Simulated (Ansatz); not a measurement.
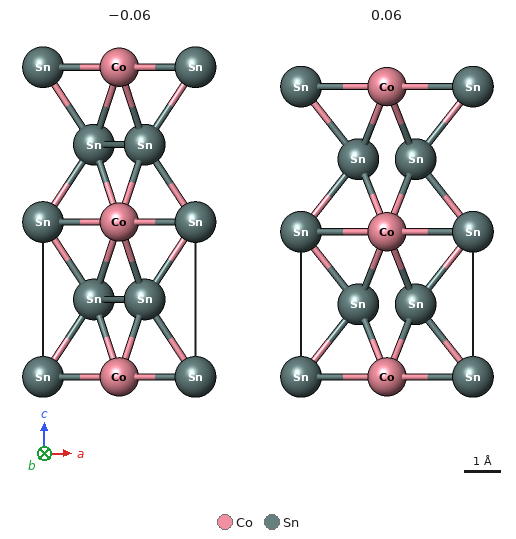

Solid CoSn (set up in P6/mmm), under biaxial strain in the a–b plane (c relaxed, atoms fixed by symmetry), with energies (extrapolated to zero smearing) counted from the relaxed crystal, which is the row at zero. The picture shows the first and the last member. The picture is a ball-and-stick view of the cell of the calculation, repeated 1 × 1 × 2 with one cell outlined, seen along the b axis.

Computed with Ansatz 0.2.0: DFT PBEsol, scalar-relativistic, plane waves, PAW. (plane-wave cutoff 420 eV; k-point mesh 12 × 12 × 8; occupations gaussian; smearing width 0.1 eV; no spin polarisation; force threshold 0.008 eV/Å)

```tsv
strain	energy (meV/atom)	a (Å)	c (Å)
−0.06	147.89	4.907	4.315
−0.04	61.89	5.011	4.261
−0.02	14.71	5.115	4.213
0.0	0.00	5.220	4.168
0.02	12.39	5.324	4.127
0.04	?	?	?
0.06	98.25	5.533	4.045
```

**Estimate the missing row from the others, and compare with the calculation.**

A parabola through three neighbouring rows (0.0, 0.02, 0.06) gives, with Lagrange weights, (−0.3333)(0.00) + (1.0000)(12.39) + (0.3333)(98.25) = 45.14 meV/atom. The calculation gives 46.72 meV/atom (a = 5.429 Å, c = 4.087 Å). The estimate is 1.58 meV/atom too low. From the first member to the last: Sn–Sn 2.833 → 3.194 Å, Co–Co 2.453 → 2.766 Å, Co–Sn 2.453 → 2.766 Å.

The whole series:

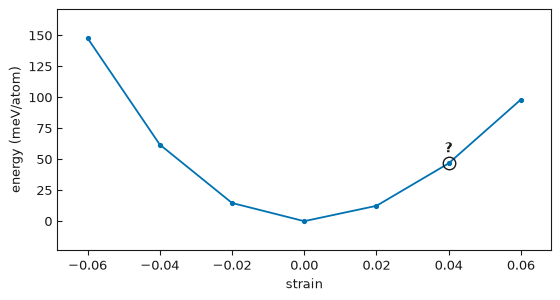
